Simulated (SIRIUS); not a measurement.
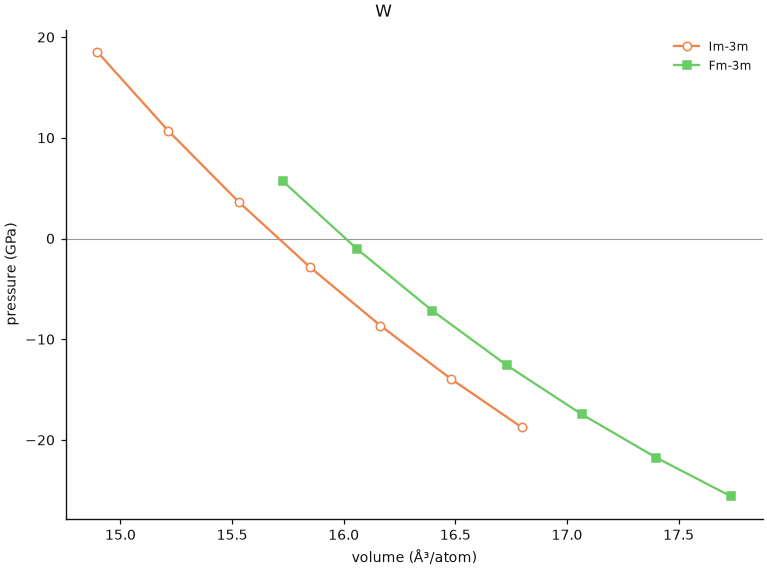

The figure shows the pressure against volume, with one curve for each structure, for W.

Calculation (SIRIUS 7.12.0): plane-wave DFT, no spin polarisation; energies at scaled volumes of the given cell, shape and fractions fixed, counted from the fit's minimum, third-order Birch-Murnaghan fit. Level: PBEsol.

- occupations: Fermi–Dirac
- smearing width: 0.05 eV
- potentials: dojo sr pbesol 0.4.1 standard
- wave cutoff: 1030 eV
- density cutoff: 4119 eV

Settings that differ: Im-3m: k mesh 12×12×12; Fm-3m: k mesh 11×11×11.

The numbers behind the figure:

Im-3m:
```tsv
volume (Å³/atom)	pressure (GPa)
14.90	18.53
15.21	10.71
15.53	3.62
15.85	-2.81
16.16	-8.65
16.48	-13.95
16.80	-18.76
```

Fm-3m:
```tsv
volume (Å³/atom)	pressure (GPa)
15.73	5.70
16.06	-1.07
16.40	-7.15
16.73	-12.59
17.07	-17.44
17.40	-21.76
17.73	-25.60
```
